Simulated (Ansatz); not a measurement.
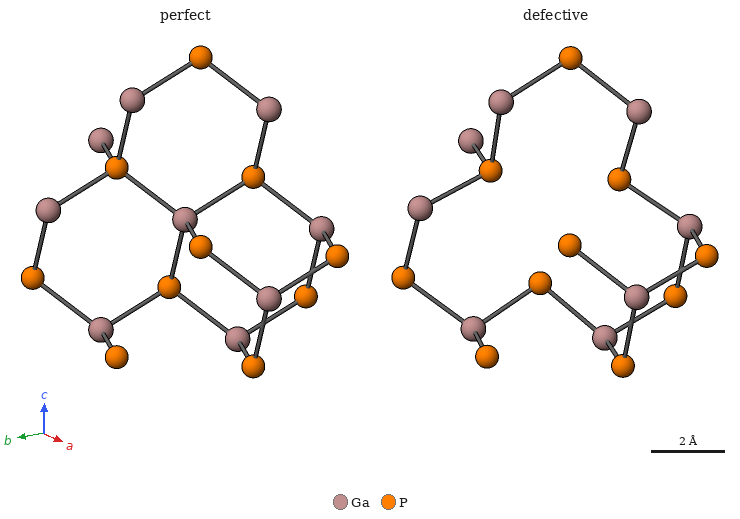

Left: perfect GaP. Right: the same region with one point defect, after relaxing the atoms in a supercell of 32 sites. Style: ball-and-stick. Shown: the atoms within 4.6 Å of one point, in a slice 5.0 Å thick across the line of sight, from a free direction.

All numbers below come from DFT PBE, scalar-relativistic, plane waves, PAW in Ansatz. Set-up: plane-wave cutoff 420 eV; k-point mesh 1 × 1 × 1; occupations gaussian; smearing width 0.01 eV; collinear spin. The cell is small and the k-mesh coarse, so the numbers are rough. A uniform background neutralises the charged cell. The axes drawn are those of the host's conventional cell.

### What kind of defect was made?

A gallium atom is taken out (a vacancy).

The charge state of the cell is −2.

### How does the lattice respond?

Around the empty Ga site the host had 4 P at 2.38 Å; after relaxation the nearest atoms are 4 P at 2.25 Å. Of the host's atoms, a phosphorus atom moves furthest from its site, by 0.14 Å.
